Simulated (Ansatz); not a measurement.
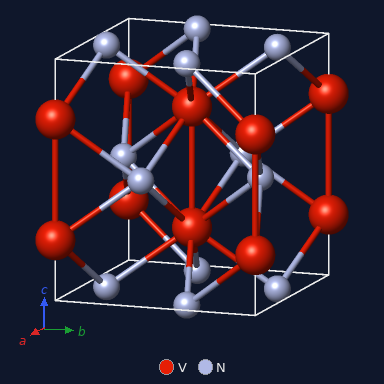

System: VN₂, space group I4/mcm (No. 140). The picture shows the conventional cell.

The cell holds 6 atoms.

Method: volume and cell lengths of one structure relaxed by several density functionals; plane waves with PAW datasets, Γ-centred k mesh (Ansatz 0.2.0). All runs: no spin polarisation.

occupations Gaussian; smearing width 0.1 eV.

The space group named is that of the starting cell.

Describe the result: the volume by functional. The cases: PBE+D3(BJ); PBE; PBEsol.

PBEsol gives 7.429 Å³/atom, PBE+D3(BJ) 7.492 Å³/atom and PBE 7.679 Å³/atom.

| functional | volume (Å³/atom) |
| --- | --- |
| PBE+D3(BJ) | 7.492 |
| PBE | 7.679 |
| PBEsol | 7.429 |

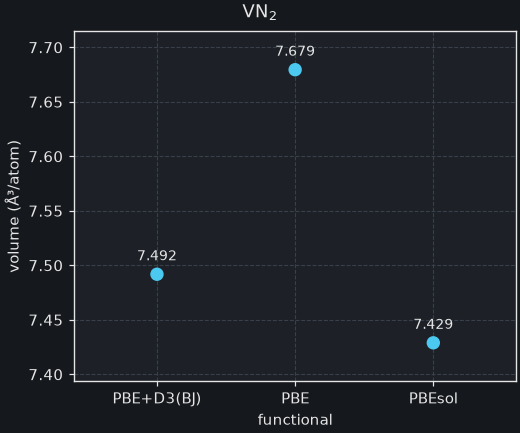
